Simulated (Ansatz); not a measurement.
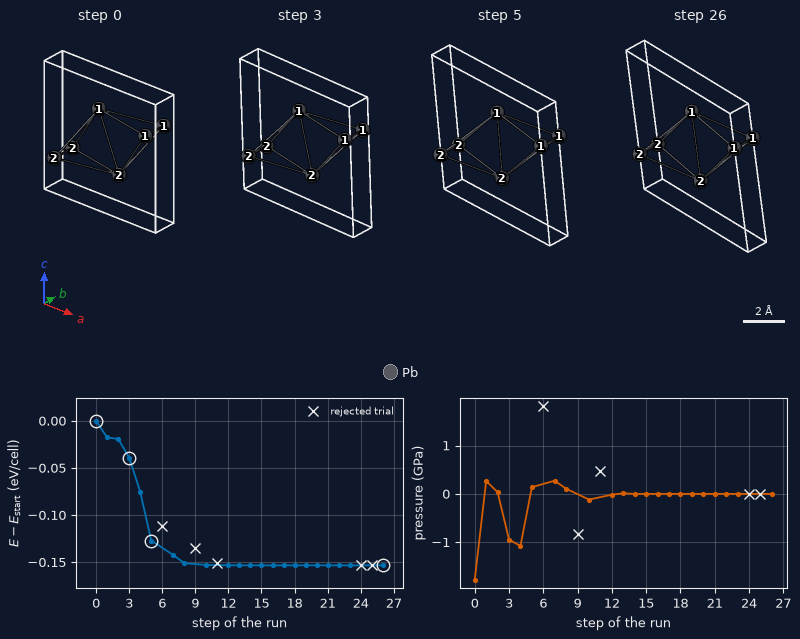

Frames of a relaxation of crystalline Pb (set up in C2/m), marked on the history of the run. The picture is a ball-and-stick view of the conventional cell (2 times the calculation's cell), seen slightly off an axis. Lengths and directions refer to the drawn axes.

The run lets cell and atoms move.

These are results of Ansatz 0.2.0, Kohn-Sham DFT of a periodic cell, PBEsol, Ansatz PAW, not measurements.

The input:
```yaml
crystal:
  lattice:
    - [3.0386068135, -1.75031996, 0.0]
    - [3.0386068135, 1.75031996, 0.0]
    - [-2.1154626375, 0.0, 6.0952248674]
  atoms:
    - { symbol: Pb, position: [0.90850841, 0.90850841, 0.7262922] }
    - { symbol: Pb, position: [0.09149159, 0.09149159, 0.2737078] }
hamiltonian:
  xc: pbesol
  pseudopotentials: { kind: paw }
kpoints:
  mp_grid: { grid: [9, 9, 5] }
scf:
  occupations: { method: fermi_dirac, width: 0.05 }
  max_iter: 80
output:
  forces: true
  stress: true
  eigenvalues: true
relax:
  f_tol: 1.0e-09
  max_steps: 30
  cell: { stress_tol: 0.05 }
```

Run as
```bash
ansatz run input.yaml --threads 2 --pin off --max-ram 5632MiB --backend cpu --events-out ev --progress --plain --runs-dir out
```

> What happens along the run?

The run was cut off at its time limit before the relaxation converged, so the last structure is only a point on the way. The input was poor on purpose: a force tolerance that can't be met. After 21 accepted moves (26 points after the start) the energy has fallen by 0.153 eV per cell of the calculation. The largest force component goes from 0.13 to under 0.0001 eV/Å. The pressure goes from −1.78 to 0.00 GPa. The line search rejected the trial steps at points 6, 9, 11, 24, 25 of the run. The largest moves relative to the cell, 0.48 Å, are those of Pb1 and Pb2. Pb1 goes along [3 0 1]. Cell: a 6.077 → 6.123 Å (+0.8 %), b 3.501 → 3.494 Å (−0.2 %), c 6.452 → 6.997 Å (+8.5 %), β 109.1° → 126.7°. Volume −7.4 %. Some distances before and after: Pb1–Pb2 4.812 → 3.445 Å, Pb1–Pb2 (another image) 3.337 → 3.499 Å, Pb1–Pb2 (another image) 3.449 → 3.499 Å, Pb1–Pb2 (another image) 3.408 → 3.445 Å. The space group stays C2/m (No. 12). From step 0 to 3: Pb atoms move most (0.24 Å), volume −2.6 %, energy −38.9 meV per cell of the calculation. From step 3 to 5: Pb atoms move most (0.29 Å), volume −5.1 %, energy −88.1 meV per cell of the calculation. From step 5 to 26: Pb atoms move most (0.05 Å), volume +0.1 %, energy −26.4 meV per cell of the calculation.

```csv
step,"E − E(0), meV/atom","largest force component, eV/Å","pressure, GPa","volume, Å³/atom",note
0,0.00,0.1342,-1.78,32.418,
1,-8.82,0.0337,0.27,30.988,
2,-9.58,0.0195,0.04,31.109,
3,-19.44,0.0132,-0.94,31.577,
4,-37.59,0.2004,-1.08,31.228,
5,-63.48,0.1291,0.14,29.975,
6,-55.92,0.2439,1.81,29.181,rejected
7,-71.19,0.0291,0.27,29.905,
8,-75.48,0.0079,0.11,30.038,
9,-67.61,0.0968,-0.83,30.589,rejected
10,-76.49,0.0034,-0.12,30.084,
11,-75.54,0.0401,0.48,29.733,rejected
12,-76.59,0.0005,-0.02,30.032,
13,-76.65,0.0043,0.01,30.010,
14,-76.66,0.0003,0.00,30.019,
15,-76.66,0.0000,0.00,30.019,
16,-76.66,0.0000,0.00,30.019,
17,-76.66,0.0000,0.00,30.019,
18,-76.66,0.0000,0.00,30.019,
19,-76.66,0.0000,0.00,30.019,
20,-76.66,0.0000,0.00,30.019,
21,-76.66,0.0000,0.00,30.019,
22,-76.66,0.0000,0.00,30.019,
23,-76.66,0.0000,0.00,30.019,
24,-76.66,0.0000,0.00,30.019,rejected
25,-76.66,0.0000,0.00,30.019,rejected
26,-76.66,0.0000,0.00,30.019,
```
